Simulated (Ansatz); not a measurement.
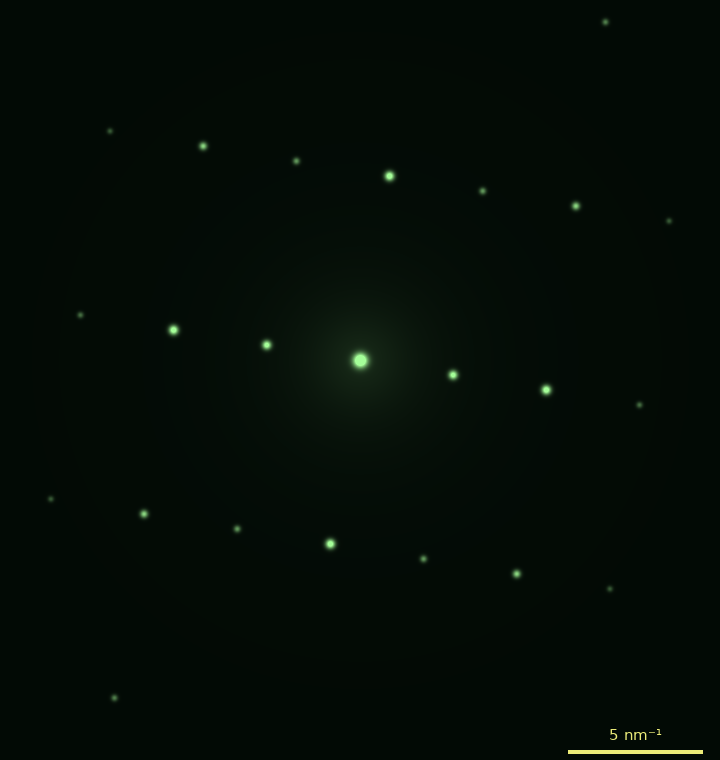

The pattern is a kinematic simulation for 200 kV electrons (no multiple scattering; isotropic B = 0.3 Å²).

It belongs to B, space group P6/mmm (No. 191), a = 2.863 Å, c = 2.826 Å (hexagonal axes). Structure: coordinates from a relaxation with DFT PBE, scalar-relativistic, plane waves, PAW in Ansatz; the starting structure was generated, so it need not be a known form of this composition.

### Determine the zone axis from the geometry of the pattern.

The spots form a rectangular net whose two shortest vectors correspond to d = 2.83 Å and 1.43 Å, 90.0° apart. They index as 0 0 1 and 1 -2 0, so the zone axis is [210] (or an equivalent direction of <210>).
